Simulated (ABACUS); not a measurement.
**NaCl: 7 runs along one coordinate**

System: NaCl (2 atoms in the cell).
Method: Kohn-Sham DFT of a periodic cell, PBEsol, PseudoDojo NC SR 0.4.1 PBEsol standard, no spin polarisation (ABACUS 3.10.1).

The 7 runs differ only in the geometry, by an even scaling of the cell at fixed fractional positions. The structure derives from a Materials Project entry.

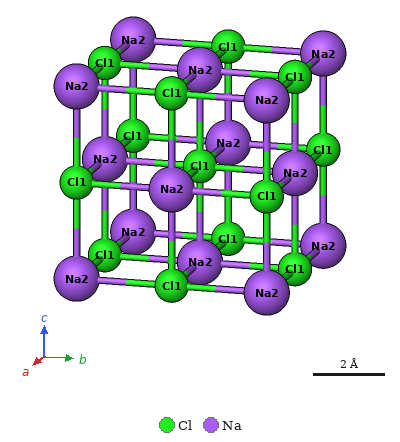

Figure 1. The structure of run 4 (ball-and-stick view of the cell 4 times as large as that of the calculation, set on its symmetry axes, seen slightly off an axis; atoms are numbered from 1 in the order of the input). An atom can appear more than once, as a periodic image.

### Input file of run 4
```
INPUT_PARAMETERS
suffix              NaCl
calculation         scf
basis_type          pw
pseudo_dir          ./
symmetry            1
dft_functional      pbesol
ecutwfc             89
pseudo_rcut         7
nspin               1
nbands              12
ks_solver           dav
smearing_method     fd
smearing_sigma      0.00367493
scf_thr             1e-08
scf_nmax            100
mixing_type         broyden
mixing_beta         0.7
cal_force           1
cal_stress          1
kpar                4
```

### File STRU of run 4
```
ATOMIC_SPECIES
Cl 35.4500 Cl.upf
Na 22.9898 Na.upf

LATTICE_CONSTANT
1.8897261246

LATTICE_VECTORS
0.0000000000 2.7940632177 2.7940632177
2.7940632177 0.0000000000 2.7940632177
2.7940632177 2.7940632177 0.0000000000

ATOMIC_POSITIONS
Direct

Cl
0.0
1
0.5000000000 0.5000000000 0.5000000000 1 1 1

Na
0.0
1
0.0000000000 0.0000000000 0.0000000000 1 1 1
```

### File KPT of run 4
```
K_POINTS
0
Gamma
8 8 8 0 0 0
```

Command:
```bash
OMP_NUM_THREADS=1 mpirun -np 4 abacus > log
```

Run 5 differs from it as follows:
```diff
-0.0000000000 2.7940632177 2.7940632177
-2.7940632177 0.0000000000 2.7940632177
-2.7940632177 2.7940632177 0.0000000000
+0.0000000000 2.8125674869 2.8125674869
+2.8125674869 0.0000000000 2.8125674869
+2.8125674869 2.8125674869 0.0000000000
```

### Results, with one run withheld

```csv
run,volume per atom (Å³),"free energy per atom, from the lowest run given (meV)",pressure (GPa),gap on the mesh (eV)
1,20.504,9.24,2.15,5.29
2,20.940,4.38,1.43,5.20
3,21.376,1.37,0.80,5.12
4,21.813,0.00,0.23,5.04
5,22.249,?,?,?
6,22.685,1.50,−0.74,4.90
7,23.121,4.07,−1.14,4.83
```

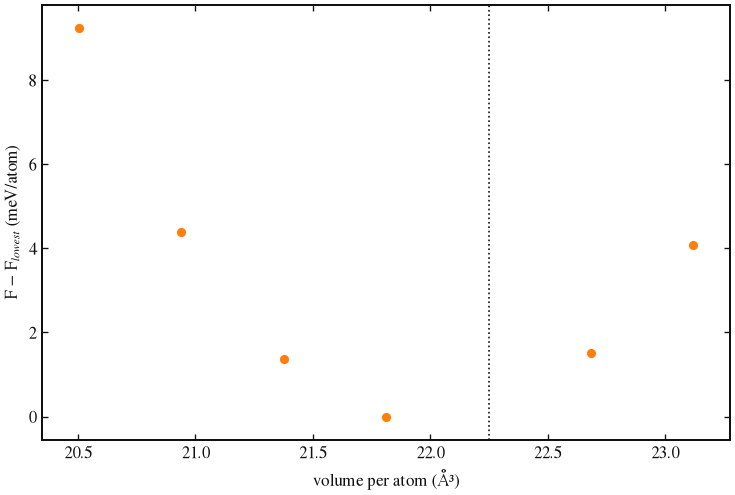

Figure 2. Free energy per atom of the runs given; the dotted line marks run 5.

What should run 5 give?

A cubic polynomial in V^(−2/3) (the Birch–Murnaghan form), fitted to the 6 runs given, misses them by under 0.01 meV per atom. With x = V^(−2/3) − 0.12851 Å⁻², it reads F = 0.19016 + 561.85 x + 2.4852e+05 x² + 7.7074e+05 x³ (meV per atom). At run 5 it gives 0.10 meV per atom, and the run itself gives 0.09. The slope of the fit gives a pressure −dF/dV of −0.29 GPa there, and the run prints −0.28 GPa. The fit has its minimum at 21.998 Å³ per atom, where V d²F/dV² gives 25.8 GPa: the bulk modulus at this level, since symmetry fixes the shape and the positions. The gap on the mesh goes, without turning, from 5.29 eV in run 1 to 4.83 eV in run 7; run 5 has 4.97 eV. These are gaps of this functional on this mesh, which can miss the band edges; they aren't the measured gap.

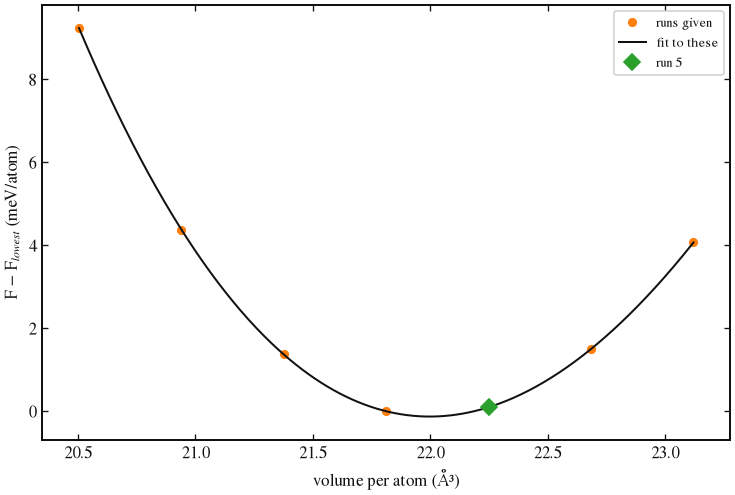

Figure 3. The fit and the withheld run.

### Some lines of the output (run 5)
```
[...]
                          Volume (Bohr^3) = 300.286
                             Volume (A^3) = 44.4978
 E_Fermi        0.2975033550         4.0477408018
 E_Fermi        0.2881605768         3.9206257835
 E_Fermi        0.2884973606         3.9252079623
 E_Fermi        0.2901188011         3.9472687912
 E_Fermi        0.2902443872         3.9489774782
 E_KS(sigma->0) -124.2467267207      -1690.4634412500
 E_Fermi        0.2903264076         3.9500934231
 final etot is -1690.4634412 eV
 EFERMI = 3.9500934231 eV
 TOTAL-PRESSURE: -2.829139 KBAR
 !FINAL_ETOT_IS -1690.4634412499892733 eV
```
